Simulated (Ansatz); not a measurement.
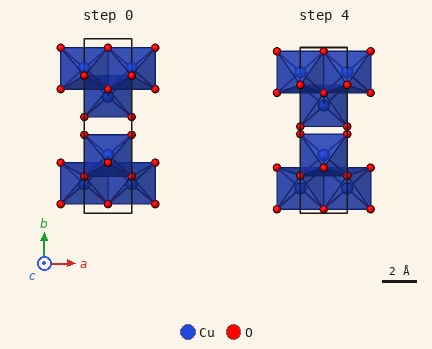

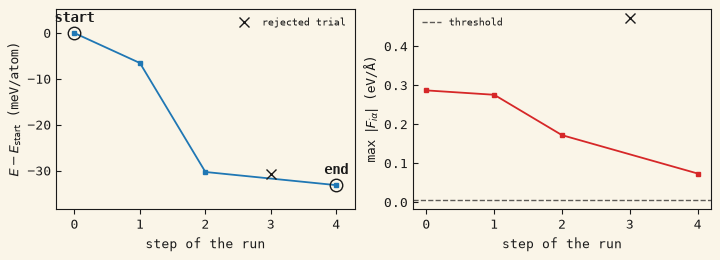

First and last geometry of a relaxation of crystalline CuO2 (set up in Cmcm), with the history of the run. Style: polyhedral. Shown: the conventional cell (2 times the calculation's cell), along the c axis. Lengths and directions refer to the drawn axes.

Theory: DFT PBE+U+D3(BJ), scalar-relativistic, plane waves, PAW (Ansatz 0.2.0).

Input
```yaml
crystal:
  lattice:
    - [1.412615, -5.210747, 0.0]
    - [1.412615, 5.210747, 0.0]
    - [0.0, 0.0, 4.343424]
  atoms:
    - { symbol: Cu, position: [0.832747, 0.167253, 0.25], spin: 0.12 }
    - { symbol: Cu, position: [0.167253, 0.832747, 0.75], spin: 0.12 }
    - { symbol: O, position: [0.448514, 0.551486, 0.25], spin: 0.5 }
    - { symbol: O, position: [0.551486, 0.448514, 0.75], spin: 0.5 }
    - { symbol: O, position: [0.21103, 0.78897, 0.25], spin: 0.29 }
    - { symbol: O, position: [0.78897, 0.21103, 0.75], spin: 0.29 }
basis:
  ecutwfc: 420
kpoints:
  mp_grid: { grid: [14, 14, 8] }
hamiltonian:
  xc: pbe
  dispersion: d3bj
  hubbard: { sites: [{ species: Cu, l: d, u_eff: 4.0 }] }
scf:
  occupations: { method: gaussian, width: 0.1 }
output:
  forces: true
  stress: true
  eigenvalues: true
  populations: true
magnetization:
  spin_polarized: true
relax:
  adjacent_minimum: "off"
  f_tol: 0.005
  max_steps: 80
  cell: { stress_tol: 0.05 }
```

Run as
```bash
ansatz run input.yaml --threads 2 --pin off --max-ram 5120MiB --backend cpu --events-out ev --progress --plain --runs-dir out
```

> Read the history and describe the run.

The run was cut off at its time limit before the relaxation converged, so the last structure is only a point on the way. After 3 accepted moves (4 points after the start) the energy has fallen by 33.1 meV per atom. The largest force component goes from 0.29 to 0.074 eV/Å. Pressure: −1.07 GPa at the start and −0.20 GPa at the end. The line search rejected the trial step at point 3 of the run. The largest moves relative to the cell, 0.28 Å, are those of O3 and O4. O4 goes along +b. By element the largest moves are O 0.28 Å, Cu 0.18 Å. The drawn cell changes as follows: a 2.825 → 2.800 Å (−0.9 %), b 10.421 → 9.898 Å (−5.0 %), c 4.343 → 4.357 Å (+0.3 %); the volume changes by −5.6 %. Among the contacts that change: Cu1–O6 2.219 → 2.307 Å, Cu1–O5 1.899 → 1.869 Å, Cu1–O3 1.858 → 1.873 Å. Bond angles that change, for instance: Cu2–O5–Cu2 156.3° → 141.5°, O5–Cu2–O5 156.3° → 141.5°, O4–Cu2–O5 97.7° → 102.6°. The space group stays Cmcm (No. 63). The run took 9.2 min on 2 threads of Intel(R) Xeon(R) Platinum 8259CL CPU @ 2.50GHz (Skylake/Cascade Lake) (shared host), peak memory 1.6 GiB.
